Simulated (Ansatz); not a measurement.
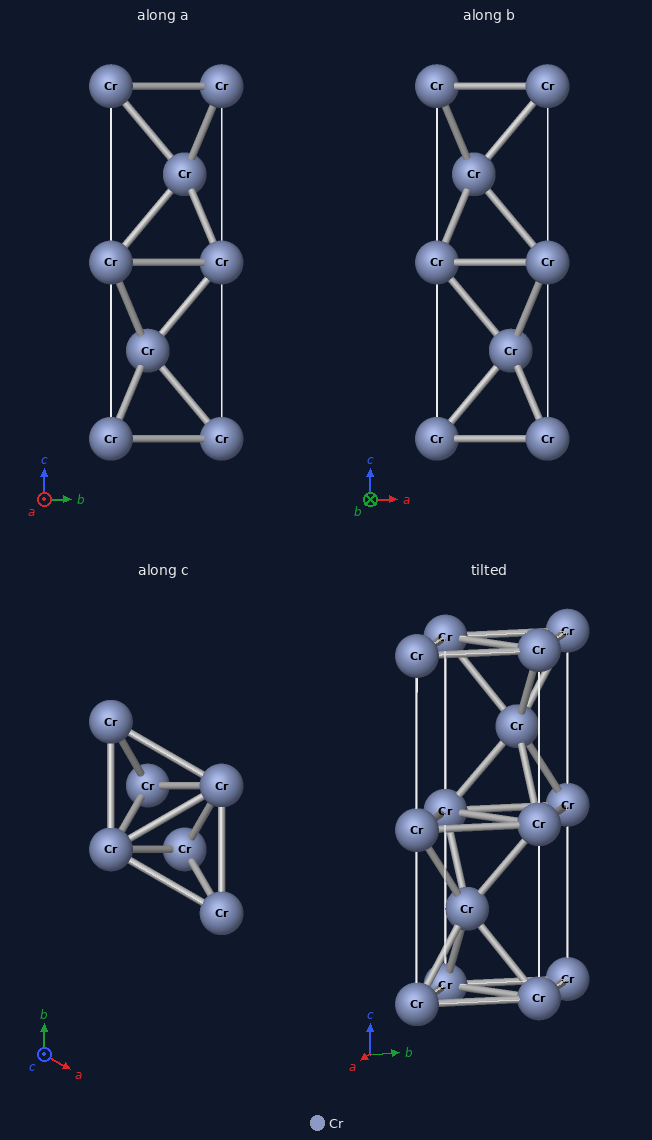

We look at a ball-and-stick model of the crystal along the a axis, along the b axis, along the c axis and slightly off an axis. The lines enclose the conventional unit cell; boundary atoms appear with their images.

Lattice parameters: a = 2.879 Å, b = 2.879 Å, c = 7.949 Å, α = 90.00°, β = 90.00°, γ = 120.00°.

> From the views, write a table of Wyckoff sites.

Space group P6_3/mmc (No. 194).
```csv
atom,site,x,y,z
Cr,2a,0.0000,0.0000,0.0000
Cr,2d,0.3333,0.6667,0.7500
```

Starting structure: a structure type filled with this element by a generator (whether the element takes this form wasn't checked). The geometry was optimised with Ansatz 0.2.0, DFT r2SCAN, scalar-relativistic, plane waves, PAW.
